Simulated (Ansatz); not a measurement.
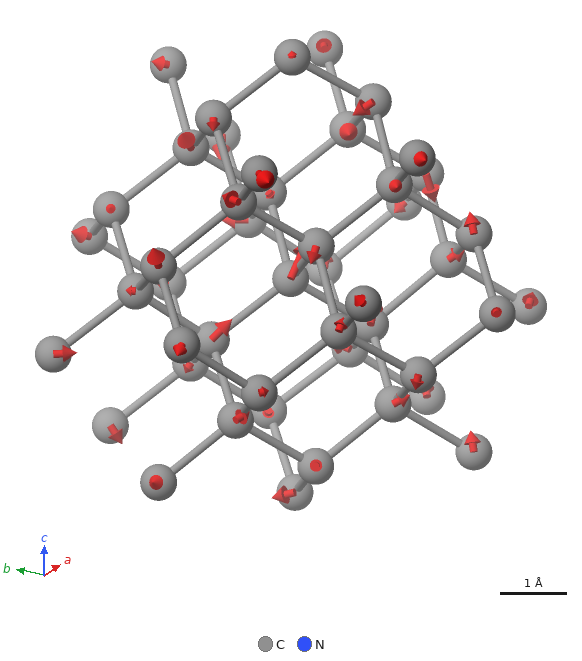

This is a relaxation of a defect cell of composition C215N (cell charge +2). The starting structure is drawn; red arrows show the displacements, 10 times their true length.

Style: ball-and-stick. Shown: the atoms within 4.2 Å of the atom that moves most (axes of the cell of the calculation), from a free direction.

Level of theory: Ansatz 0.2.0, DFT, PBEsol, PAW, plane waves. Settings: plane-wave cutoff 420 eV; k-point mesh 1 × 1 × 1; mesh shifted by (0.25, 0.25, 0.25); collinear spin; atoms relaxed in a fixed cell; force threshold 0.03 eV/Å; at most 80 steps.

> Atoms of which element are displaced furthest, and by how much?

Carbon: up to 0.067 Å, against 0.026 Å for nitrogen.

> What did the optimiser do to the structure, and how much energy did it gain?

The energy falls by 5.800 eV per cell of the calculation in 3 geometry steps. The largest force component goes from 2.9 to 0.026 eV/Å. The atom that moves furthest is a C atom (0.067 Å along [1 0 1]). By element the largest moves are C 0.067 Å, N 0.026 Å. The cell doesn't change. Some distances before and after: C–C 1.450 → 1.536 Å, C–C 1.596 → 1.537 Å, C–C 1.484 → 1.537 Å, C–C 1.508 → 1.541 Å. Among the angles between lasting bonds that change: C–C–C 105.4° → 109.7°, C–C–C 105.8° → 109.7°, C–C–C 106.0° → 109.3°. The program noted that the starting moments weren't kept. Cost: 10 s on 1 × NVIDIA GB200 with 8 threads of Arm Neoverse-V2, peak memory 2.1 GiB.

Limits of the set-up: the cell is charged, on a uniform background, and energies carry no finite-size correction.
